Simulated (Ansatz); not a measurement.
**Ni2Si: one change and its effect**

System: Ni2Si (Pnma, 12 atoms in the cell).
Method of the first run: Kohn-Sham DFT of a periodic cell, PBE, Ansatz PAW, spin-polarised (Ansatz 0.2.0).

The structure derives from an entry of the Crystallography Open Database. Text and figures count atoms from 1; the logs count them from 0 in places.

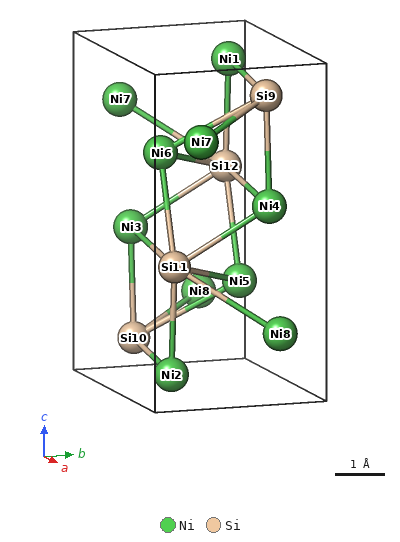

**Figure 1.** The structure as given in the input (ball-and-stick view of the cell of the calculation, seen slightly off an axis; atoms are numbered from 1 in the order of the input). An atom can appear more than once, as a periodic image.

**Input, the first run**
```yaml
crystal:
  lattice:
    - [4.99, 0.0, 0.0]
    - [0.0, 3.72, 0.0]
    - [0.0, 0.0, 7.03]
  atoms:
    - { symbol: Ni, position: [0.325, 0.75, 0.937], spin: 1.0 }
    - { symbol: Ni, position: [0.675, 0.25, 0.063], spin: 1.0 }
    - { symbol: Ni, position: [0.175, 0.25, 0.437], spin: 1.0 }
    - { symbol: Ni, position: [0.825, 0.75, 0.563], spin: 1.0 }
    - { symbol: Ni, position: [0.458, 0.75, 0.297], spin: 1.0 }
    - { symbol: Ni, position: [0.542, 0.25, 0.703], spin: 1.0 }
    - { symbol: Ni, position: [0.042, 0.25, 0.797], spin: 1.0 }
    - { symbol: Ni, position: [0.958, 0.75, 0.203], spin: 1.0 }
    - { symbol: Si, position: [0.786, 0.75, 0.886] }
    - { symbol: Si, position: [0.214, 0.25, 0.114] }
    - { symbol: Si, position: [0.714, 0.25, 0.386] }
    - { symbol: Si, position: [0.286, 0.75, 0.614] }
hamiltonian:
  xc: pbe
  pseudopotentials: { kind: paw }
magnetization:
  spin_polarized: true
kpoints:
  mp_grid: { grid: [6, 7, 4] }
scf:
  occupations: { method: fermi_dirac, width: 0.05 }
output:
  forces: true
  stress: true
  eigenvalues: true
relax:
  f_tol: 0.01
  max_steps: 40
  cell: { stress_tol: 0.05 }
```

Command:
```bash
ansatz run input.yaml --threads 4 --pin off --max-ram 11264MiB --backend cpu --events-out ev --progress --plain --runs-dir out
```

Hardware: 4 threads of Arm Neoverse V2, 24 GiB of memory available, shared host.

**Output, shortened to warnings, some set-up lines, iterations and results (the first run)**
```
WARN: the starting moments were not kept: the SCF closed with an absolute magnetisation of 1.3e-6 μB, where they sum to 8 μB in size (8 sites). That is at most 0.1 of that sum. Measured as dr2_m measures the in/out step, that magnetisation stands 4.7e-13 eV from none, at or under the dr2_threshold of 1.0e-7 eV: it is no larger than a step whose dr2_m would equal this threshold. The system may …
Basis set: ecut = 420 eV, 2559 PW (Γ), exchange–correlation on 72×50×96 points (8 copies of the dense FFT grid, shifted against one another)
Symmetry: 8 space group operations
k-points: 48 of 168
Initial density: superposition of atomic densities (chi_scale 0.1, normalization cell)
[...]
SCF iter   1: F=—  HF=-49254.551557 eV  |F-HF|=—  |Δ(HF+E_count)|=         —  Δρ=6.90e-2 (↑6.90e-2 ↓2.64e-2)  dr2=5.01e0  dr2_m=1.47e0  M=4.333 μB ∫|m|=5.506 μB  β_m=0.30  …
SCF iter   2: F=—  HF=-49254.397364 eV  |F-HF|=—  |Δ(HF+E_count)|=   1.54e-1  Δρ=5.47e-2 (↑2.75e-2 ↓5.47e-2)  dr2=1.21e0  dr2_m=1.77e0  M=3.454 μB ∫|m|=4.575 μB  β_m=0.35  …
SCF iter   3: F=—  HF=-49259.463955 eV  |F-HF|=—  |Δ(HF+E_count)|=    5.07e0  Δρ=5.19e-2 (↑2.47e-2 ↓5.19e-2)  dr2=1.21e0  dr2_m=1.62e0  M=2.868 μB ∫|m|=3.876 μB  β_m=0.23  …
SCF iter   4: F=—  HF=-49262.972033 eV  |F-HF|=—  |Δ(HF+E_count)|=    3.51e0  Δρ=4.26e-2 (↑2.60e-2 ↓4.26e-2)  dr2=6.67e-1  dr2_m=1.33e0  M=2.210 μB ∫|m|=3.118 μB  β_m=0.15  …
SCF iter   5: F=—  HF=-49264.743299 eV  |F-HF|=—  |Δ(HF+E_count)|=    1.77e0  Δρ=3.15e-2 (↑3.15e-2 ↓2.02e-2)  dr2=3.83e-1  dr2_m=6.92e-1  M=1.733 μB ∫|m|=2.414 μB  β_m=0.34  …
[... 53 lines ...]
SCF iter   7: F=—  HF=-49267.593001 eV  |F-HF|=—  |Δ(HF+E_count)|=  5.68e-10  Δρ=2.97e-7 (↑2.95e-7 ↓2.97e-7)  dr2=4.47e-10  dr2_m=3.21e-15  M=-0.000 μB ∫|m|=0.000 μB  …
SCF iter   8: F=—  HF=-49267.593001 eV  |F-HF|=—  |Δ(HF+E_count)|=  3.20e-10  Δρ=1.55e-7 (↑1.54e-7 ↓1.55e-7)  dr2=1.05e-10  dr2_m=2.22e-16  M=-0.000 μB ∫|m|=0.000 μB  …
SCF iter   9: F=-49267.593001 eV  HF=-49267.593001 eV  |F-HF|=2.91e-11  |Δ(HF+E_count)|=  2.47e-10  Δρ=6.15e-8 (↑6.15e-8 ↓6.14e-8)  dr2=1.59e-11  dr2_m=1.27e-18  M=-0.000 μB …
SCF 5 converged in 9 iterations: F = -49267.593001 eV  dr2 = 1.59e-11
relax step   5: F+E_penalty+E_count = -49267.59300143 eV  Δ(F+E_penalty+E_count) = -6.905e-4 eV  max|allowed force component| = 2.123e-3 eV/Å  Δτ_max = 0.0000 Å  P = +0.009 …
basis re-selected at this cell: Δ(F+E_penalty+E_count) = -6.905e-4 eV, ΔP = -0.003 GPa vs the last step (what re-selecting the basis moved, of the pressure what is left beyond the Pulay correction that the steps carried, after the strain that the cell walked since its last selection, with what the …
SCF converged after 9 iterations
Magnetization: -0.0000 μB (80.0000 up, 80.0000 down)
Absolute magnetization: 0.0000 μB (∫|ρ↑−ρ↓|, with the PAW one-centre terms)
Spin contamination: 0.0000 ħ² per cell (⟨S²⟩ above its minimum at these occupations)
Per-site moments (μB) at R_I (Å): [(-2.968207614394656e-11, 0.9528485786532336), (-2.9681707610970604e-11, 0.9528485786532337), (-2.968190109604954e-11, 0.9528485786532331), (-2.9681887413417585e-11, 0.9528485786532334), (-1.3427692206333497e-10, 0.968200181177996), (-1.3427698738067831e-10, …
Free energy (F): -49267.593001 eV
Harris-Foulkes:  -49267.593001 eV  (|F-HF|=2.91e-11)
Internal energy: -49267.540847 eV  (E = F + TS)
E sigma→0 (E₀):  -49267.566924 eV
Entropy (-TS):   -0.052154 eV (-4.346 meV/atom)
Fermi energy:    16.974848 eV
--- Per-component energies (eV) ---
  E_band       = -2329.584704
  E_kinetic    = 2455.002040
  E_local      = -31872.186896  (includes V_loc(G=0)·N_el)
  E_nonlocal   = 5197.381279
  E_hartree    = 13607.154169
  E_xc         = -910.747328
  E_vxc        = -1077.725952  (∫ρ·V_xc dr)
  E_paw        = -15106.871771  (= ΣΔE_a)
  E_vpaw       = -4246.368036  (= ΣTr[D̂ρ^β])
  E_aug_tail   = 0.004180  (compensation charges beyond the density's cutoff)
  E_ewald      = -22637.276521
  E_smearing   = -0.052154  (= −TS)
  E_closure    = -0.000000  (closes the sum)
  Σ components = -49267.593001   (vs F -49267.593001, Δ=0.00e0)
--- Forces (eV/Å), atoms counted from 1 ---
  atom   1  Ni    -0.00139814     0.00000000    -0.00121272
  atom   2  Ni     0.00139814     0.00000000     0.00121272
  atom   3  Ni     0.00139814     0.00000000    -0.00121272
  atom   4  Ni    -0.00139814     0.00000000     0.00121272
[...]
```

For the second run the input was changed thus:
```diff
-  xc: pbe
+  xc: rpbe
```

What does this change do to the results?

The total energies belong to different methods, so their difference says nothing on which is more stable or more accurate. The volume per atom goes from 11.05 to 11.31 Å³. The functional changes from PBE to RPBE. The SCF takes 75 iterations over all geometry steps against 53.

**Output, shortened to warnings, some set-up lines, iterations and results (the second run)**
```
WARN: the starting moments were not kept: the SCF closed with an absolute magnetisation of 1.4e-6 μB, where they sum to 8 μB in size (8 sites). That is at most 0.1 of that sum. Measured as dr2_m measures the in/out step, that magnetisation stands 5.8e-13 eV from none, at or under the dr2_threshold of 1.0e-7 eV: it is no larger than a step whose dr2_m would equal this threshold. The system may …
Basis set: ecut = 420 eV, 2559 PW (Γ), exchange–correlation on 72×50×96 points (8 copies of the dense FFT grid, shifted against one another)
Symmetry: 8 space group operations
k-points: 48 of 168
Initial density: superposition of atomic densities (chi_scale 0.1, normalization cell)
[...]
SCF iter   1: F=—  HF=-49306.305472 eV  |F-HF|=—  |Δ(HF+E_count)|=         —  Δρ=6.52e-2 (↑6.52e-2 ↓2.63e-2)  dr2=4.24e0  dr2_m=1.46e0  M=4.329 μB ∫|m|=5.521 μB  β_m=0.30  …
SCF iter   2: F=—  HF=-49306.707108 eV  |F-HF|=—  |Δ(HF+E_count)|=   4.02e-1  Δρ=5.44e-2 (↑2.74e-2 ↓5.44e-2)  dr2=1.22e0  dr2_m=1.74e0  M=3.469 μB ∫|m|=4.614 μB  β_m=0.37  …
SCF iter   3: F=—  HF=-49312.051102 eV  |F-HF|=—  |Δ(HF+E_count)|=    5.34e0  Δρ=5.12e-2 (↑2.45e-2 ↓5.12e-2)  dr2=1.21e0  dr2_m=1.57e0  M=2.833 μB ∫|m|=3.864 μB  β_m=0.23  …
SCF iter   4: F=—  HF=-49315.357987 eV  |F-HF|=—  |Δ(HF+E_count)|=    3.31e0  Δρ=4.21e-2 (↑2.55e-2 ↓4.21e-2)  dr2=6.73e-1  dr2_m=1.29e0  M=2.174 μB ∫|m|=3.104 μB  β_m=0.16  …
SCF iter   5: F=—  HF=-49317.036161 eV  |F-HF|=—  |Δ(HF+E_count)|=    1.68e0  Δρ=3.08e-2 (↑3.08e-2 ↓1.95e-2)  dr2=3.87e-1  dr2_m=6.51e-1  M=1.691 μB ∫|m|=2.375 μB  β_m=0.37  …
[... 79 lines ...]
SCF iter  10: F=—  HF=-49319.713737 eV  |F-HF|=—  |Δ(HF+E_count)|=  5.82e-11  Δρ=3.28e-7 (↑3.28e-7 ↓3.28e-7)  dr2=3.45e-10  dr2_m=4.90e-17  M=0.000 μB ∫|m|=0.000 μB  β_m=0.91 …
SCF iter  11: F=—  HF=-49319.713737 eV  |F-HF|=—  |Δ(HF+E_count)|=  8.73e-11  Δρ=1.58e-7 (↑1.58e-7 ↓1.58e-7)  dr2=6.43e-11  dr2_m=8.29e-18  M=0.000 μB ∫|m|=0.000 μB  β_m=0.81 …
SCF iter  12: F=-49319.713737 eV  HF=-49319.713737 eV  |F-HF|=0.00e0  |Δ(HF+E_count)|=  4.37e-11  Δρ=8.09e-8 (↑8.09e-8 ↓8.09e-8)  dr2=2.29e-11  dr2_m=1.42e-18  M=-0.000 μB …
SCF 7 converged in 12 iterations: F = -49319.713737 eV  dr2 = 2.29e-11
relax step   7: F+E_penalty+E_count = -49319.71373716 eV  Δ(F+E_penalty+E_count) = -1.899e-3 eV  max|allowed force component| = 8.435e-4 eV/Å  Δτ_max = 0.0000 Å  P = -0.013 …
basis re-selected at this cell: Δ(F+E_penalty+E_count) = -1.899e-3 eV, ΔP = -0.015 GPa vs the last step (what re-selecting the basis moved, of the pressure what is left beyond the Pulay correction that the steps carried, after the strain that the cell walked since its last selection, with what the …
SCF converged after 12 iterations
Magnetization: -0.0000 μB (80.0000 up, 80.0000 down)
Absolute magnetization: 0.0000 μB (∫|ρ↑−ρ↓|, with the PAW one-centre terms)
Spin contamination: 0.0000 ħ² per cell (⟨S²⟩ above its minimum at these occupations)
Per-site moments (μB) at R_I (Å): [(-1.5987082728018733e-10, 0.9577400908217331), (-1.598707825651505e-10, 0.9577400908217334), (-1.598711752145697e-10, 0.9577400908217331), (-1.5987110234048208e-10, 0.9577400908217328), (-2.36869091456146e-10, 0.9757408321591364), (-2.3686892292792595e-10, …
Free energy (F): -49319.713737 eV
Harris-Foulkes:  -49319.713737 eV  (|F-HF|=0.00e0)
Internal energy: -49319.660903 eV  (E = F + TS)
E sigma→0 (E₀):  -49319.687320 eV
Entropy (-TS):   -0.052834 eV (-4.403 meV/atom)
Fermi energy:    16.592244 eV
--- Per-component energies (eV) ---
  E_band       = -2384.068648
  E_kinetic    = 2446.418259
  E_local      = -32150.096232  (includes V_loc(G=0)·N_el)
  E_nonlocal   = 5194.947870
  E_hartree    = 13721.374098
  E_xc         = -907.978433
  E_vxc        = -1072.321050  (∫ρ·V_xc dr)
  E_paw        = -15161.978935  (= ΣΔE_a)
  E_vpaw       = -4245.769121  (= ΣTr[D̂ρ^β])
  E_aug_tail   = 0.004298  (compensation charges beyond the density's cutoff)
  E_ewald      = -22461.901132
  E_core_change = -0.450696  (= ΣΔE_core)
  E_smearing   = -0.052834  (= −TS)
  E_closure    = 0.000000  (closes the sum)
  Σ components = -49319.713737   (vs F -49319.713737, Δ=0.00e0)
--- Forces (eV/Å), atoms counted from 1 ---
[...]
```

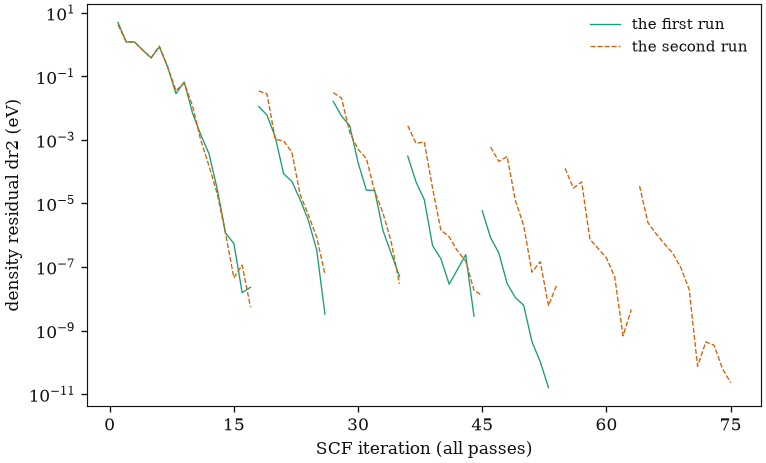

**Figure 2.** Convergence of the two runs: density residual dr2 against the SCF iteration. A break in a curve parts two SCF passes. The first run takes 53 iterations in all, and the second run takes 75.

**The two runs side by side**

| quantity | the first run | the second run |
| --- | --- | --- |
| outcome | converged | converged |
| free energy per atom (eV) | −4105.6328 | −4109.9761 |
| energy per atom, smearing taken to zero (eV) | −4105.6306 | −4109.9739 |
| gap on the mesh (eV) | 0.00 | 0.00 |
| net moment of the cell (μB) | 0.00 | 0.00 |
| absolute moment of the cell (μB) | 0.00 | 0.00 |
| pressure (GPa) | 0.01 | −0.01 |
| volume per atom (Å³) | 11.05 | 11.31 |
| largest force (eV/Å) | 0.003 | 0.001 |
| SCF iterations | 53 | 75 |
| irreducible k-points | 48 | 48 |
| wall time (shared host) | 2.4 min | 3.3 min |

For both runs: Warnings: some starting moments were not kept. For the second run: Points of doubt noted for this run: forces on files of another functional.
